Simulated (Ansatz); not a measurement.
# ZrB2: relaxation by PAW and LAPW, part 1 of 2

Aim: relax ZrB2 (cell and atoms relaxed from 1.04 times the given volume) with PAW and LAPW. Both runs start alike, so that frozen cores can be judged against all electrons.

Program: Ansatz 0.2.0. Level of theory: DFT PBE, scalar-relativistic. These are calculated values, not measurements.

## Step 1: Starting point

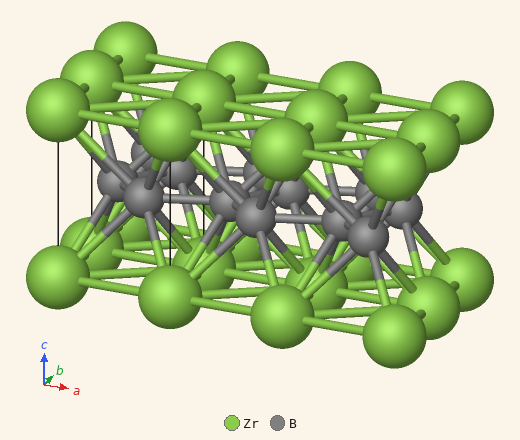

The starting structure, seen slightly off an axis (zirconium green, boron grey). 3×2×1 cells are drawn. Atoms on the faces are drawn again on the opposite ones.

Structure file:

```cif
data_structure
_symmetry_space_group_name_H-M 'P6/mmm'
_symmetry_Int_Tables_number 191
_cell_length_a 3.2117
_cell_length_b 3.2117
_cell_length_c 3.5795
_cell_angle_alpha 90.000
_cell_angle_beta 90.000
_cell_angle_gamma 120.000
_cell_volume 31.98
loop_
_atom_site_label
_atom_site_type_symbol
_atom_site_symmetry_multiplicity
_atom_site_Wyckoff_symbol
_atom_site_fract_x
_atom_site_fract_y
_atom_site_fract_z
_atom_site_occupancy
Zr1 Zr 1 a 0.00000 0.00000 0.00000 1
B1 B 2 d 0.33333 0.66667 0.50000 1
```

The file gives the conventional cell by its symmetry; the runs use the cell typed in the input.

Atoms are numbered in the order of the input: Zr1, B2, B3.

## Step 2: Frozen-core PAW

Contents of input.yaml:

```yaml
crystal:
  lattice:
    - [3.2117153101, 0.0, 0.0]
    - [-1.6058576551, 2.7814270483, 0.0]
    - [0.0, 0.0, 3.5794921737]
  atoms:
    - { symbol: Zr, position: [0.0, 0.0, 0.0] }
    - { symbol: B, position: [0.3333333333, 0.6666666667, 0.5] }
    - { symbol: B, position: [0.6666666667, 0.3333333333, 0.5] }
kpoints:
  mp_grid: { grid: [12, 12, 9] }
scf:
  occupations: { method: fermi_dirac, width: 0.05 }
hamiltonian:
  xc: pbe
  pseudopotentials: { kind: paw }
output:
  forces: true
  stress: true
  efg: { contact_densities: true }
relax:
  f_tol: 0.005
  max_steps: 80
  cell: {}
```

On the command line:

```console
$ ansatz run input.yaml --threads 1 --pin off --max-ram 3072MiB --backend cpu --events-out ev --progress --plain --runs-dir out
```

What it wrote, cut to the lines that bear on the results:

```text
Zr: output.efg is read without spin–orbit coupling, which moves field gradients at and beside such atoms by some per cent and up to a factor of two; PAW files take it under magnetization.noncollinear and magnetization.spin_orbit
[...]
Pseudopotentials: kind: paw
Pseudopotential: Zr, paw, valence charge 12, recommended cutoff 420 eV (normal)
Pseudopotential: B, paw, valence charge 3, recommended cutoff 420 eV (normal)
Functional definition: PBE
[...]
Crystal: 3 atoms, lattice volume = 31.976 Å³
Basis set: ecut = 420 eV, 611 PW (Γ), exchange–correlation on 48×48×48 points (8 copies of the dense FFT grid, shifted against one another)
Bands: 13, of which v1, the nominal top of the filled ones, is band 9 counted from 1 (8 counted from 0)
Symmetry: 24 space group operations
Space group: P6/mmm (ITA 191), of the structure as read, at distance tolerance 3.2e-5 Å
k-points: 95 of 1296
[...]
SCF iter   1: F=—  HF=-4498.695803 eV  |F-HF|=—  |Δ(HF+E_count)|=         —  Δρ=1.64e-3  dr2=8.40e-4  ethr=1.77e-3  ⟨swp⟩=4.8  Hψ=5957  notcnv=0
[...]
relax step   1: F+E_penalty+E_count = -4498.69573873 eV  Δ(F+E_penalty+E_count) = +0.000e0 eV  max|allowed force component| = 2.159e-16 eV/Å  Δτ_max = 0.0000 Å  P = -8.045 GPa  Ω = 31.976 Å³  (7 SCF iters, dr2 threshold 1.00e-7 eV, accepted)
[...]
relax step   2: F+E_penalty+E_count = -4498.71492361 eV  Δ(F+E_penalty+E_count) = -1.918e-2 eV  max|allowed force component| = 3.516e-16 eV/Å  Δτ_max = 0.0000 Å  P = +4.283 GPa  Ω = 30.301 Å³  energy of the carried Pulay correction = +1.938e-3 eV  (5 SCF iters, dr2 threshold 3.00e-7 eV, accepted)
[...]
relax step   3: F+E_penalty+E_count = -4498.72557032 eV  Δ(F+E_penalty+E_count) = -1.065e-2 eV  max|allowed force component| = 2.405e-16 eV/Å  Δτ_max = 0.0000 Å  P = +0.095 GPa  Ω = 30.851 Å³  energy of the carried Pulay correction = +1.251e-3 eV  (6 SCF iters, dr2 threshold 3.00e-7 eV, accepted)
[...]
SCF iter   4: F=-4498.726301 eV  HF=-4498.726301 eV  |F-HF|=2.52e-10  |Δ(HF+E_count)|=   6.45e-9  Δρ=4.68e-6  dr2=2.63e-9  ethr=8.15e-10  ⟨swp⟩=2.0  Hψ=1704  notcnv=0
[...]
```

## Step 3: More of the same log: cell and atoms relaxed from 1.04 times the given volume

The log, continued, cut to the lines that bear on the results:

```text
SCF iter   5: F=-4498.726301 eV  HF=-4498.726301 eV  |F-HF|=1.73e-11  |Δ(HF+E_count)|=  1.78e-10  Δρ=4.96e-7  dr2=2.21e-11  ethr=1.46e-11  ⟨swp⟩=2.5  Hψ=2094  notcnv=0
[...]
relax step   4: F+E_penalty+E_count = -4498.72630104 eV  Δ(F+E_penalty+E_count) = -7.307e-4 eV  max|allowed force component| = 2.097e-16 eV/Å  Δτ_max = 0.0000 Å  P = -0.204 GPa  Ω = 30.877 Å³  energy of the carried Pulay correction = +1.235e-3 eV  (6 SCF iters, dr2 threshold 3.00e-7 eV, accepted)
[...]
relax step   5: F+E_penalty+E_count = -4498.72635119 eV  Δ(F+E_penalty+E_count) = -5.015e-5 eV  max|allowed force component| = 2.837e-16 eV/Å  Δτ_max = 0.0000 Å  P = +0.000 GPa  Ω = 30.852 Å³  energy of the carried Pulay correction = +1.264e-3 eV  (6 SCF iters, dr2 threshold 1.77e-7 eV, accepted)
[...]
            electrostatic potential = -332.664585 V   contact ρ = 486.102725 e/Å³
  atom   3  B  V_zz =    +0.067220   η = 0.0000   by run symmetry: allowed
            electrostatic potential = -332.664585 V   contact ρ = 486.102725 e/Å³
--- Relaxed structure (5 steps of the walk, 5 accepted, 1 SCFs on fresh bases) ---
  F+E_penalty+E_count = -4498.72520065 eV   max|allowed force component| = 1.974e-16 eV/Å   (the final SCF, on the basis selected at the relaxed cell)
  cell:  # Å, volume = 30.8518 Å³
    - [3.1708021520211207, 2.849969906672752e-11, -5.846420808118891e-34]
    - [-1.5854010760352417, 2.7459952140104082, 4.470283691650702e-34]
    - [-7.239889490049992e-34, 1.2669806607587484e-34, 3.5433252005960254]
  atoms:
    - { symbol: Zr, position: [3.478472616372248e-33, -6.154889916716667e-35, 3.2390157122928655e-35] }
    - { symbol: B, position: [0.33333333333333337, 0.6666666666666666, 0.49999999999999994] }
    - { symbol: B, position: [0.6666666666666666, 0.3333333333333333, 0.49999999999999994] }
```

It took 6.2 s on 1 thread, shared host.

Relaxation path:

| step | energy from step 1 (eV/cell) | largest force component (eV/Å) | pressure (GPa) | volume (Å³) |
| --- | --- | --- | --- | --- |
| 1 | 0.0000 | 0.0000 | -8.04 | 31.98 |
| 2 | -0.0192 | 0.0000 | 4.28 | 30.30 |
| 3 | -0.0298 | 0.0000 | 0.10 | 30.85 |
| 4 | -0.0306 | 0.0000 | -0.20 | 30.88 |
| 5 | -0.0306 | 0.0000 | 0.00 | 30.85 |
| 6 | -0.0295 | 0.0000 | -0.04 | 30.85 |

Step 1 is the start. Step 6 repeats the geometry before on a plane-wave basis chosen anew for that cell, so the energy can jump there without any move; the table keeps such jumps.

| input's cell | before | after | change |
| --- | --- | --- | --- |
| a (Å) | 3.212 | 3.171 | -1.3 % |
| b (Å) | 3.212 | 3.171 | -1.3 % |
| c (Å) | 3.579 | 3.543 | -1.0 % |
| volume (Å³/atom) | 10.66 | 10.28 | -3.5 % |

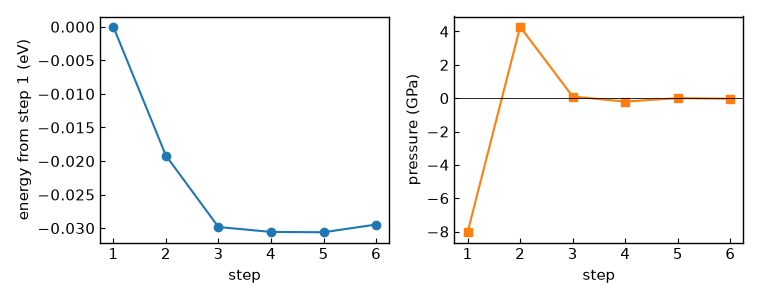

Energy and pressure along the PAW relaxation.

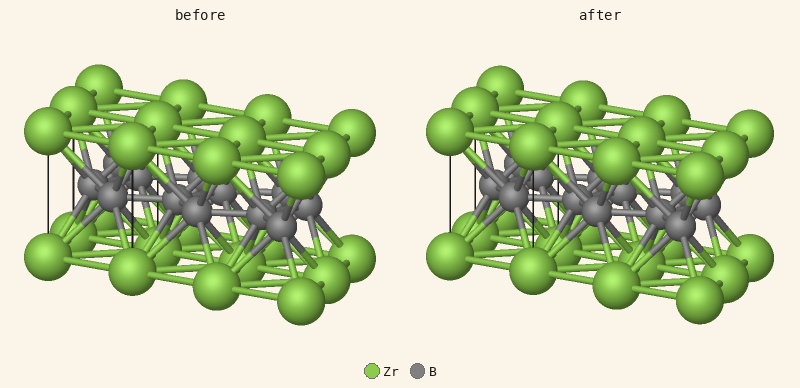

Start (left) and end (right) at the same scale.

(Continued in part 2 of 2.)
